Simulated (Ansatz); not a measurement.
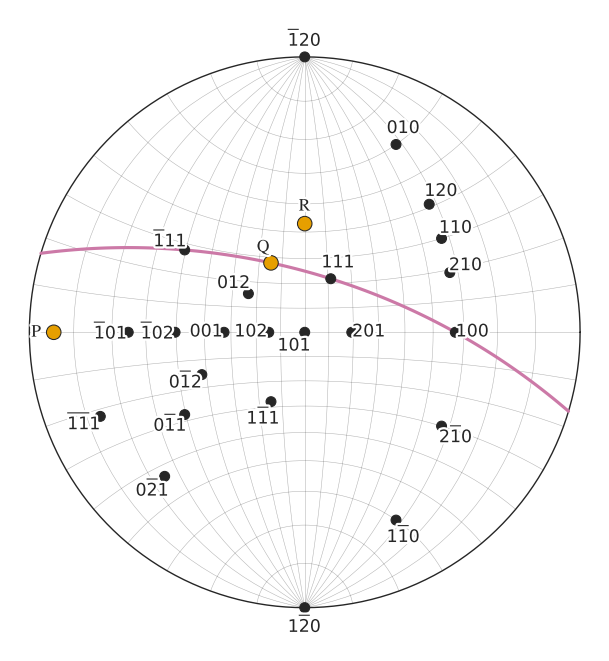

For W, the end point of a relaxation with DFT PBE, scalar-relativistic, plane waves, PAW (Ansatz 0.2.0); the starting structure was generated, so it need not be a known form of this composition: stereographic projection of plane normals (upper hemisphere) centred on (1 0 1). Symmetry computed with spglib at a tolerance of 0.002 Å; standard conventional cell.

a = 4.692 Å, b = 4.692 Å, c = 2.604 Å, α = 90.00°, β = 90.00°, γ = 120.00°.

Index the poles marked P, Q, R.

Answer. P is (−2 0 1), in four indices (−2 0 2 1), 84.7° from the centre; Q is (0 1 1), in four indices (0 1 −1 1), 31.3° from the centre; R is (0 2 1), in four indices (0 2 −2 1), 43.1° from the centre.

Which zone does the coloured great circle trace?

Answer. The zone [0 1 −1]: its poles satisfy k − l = 0.

What is the angle between the normals of (−2 0 1) and (2 −1 0), and what are their d_hkl = 1/|g|?

Answer. 133.1°; d = 1.602 Å and 2.346 Å.
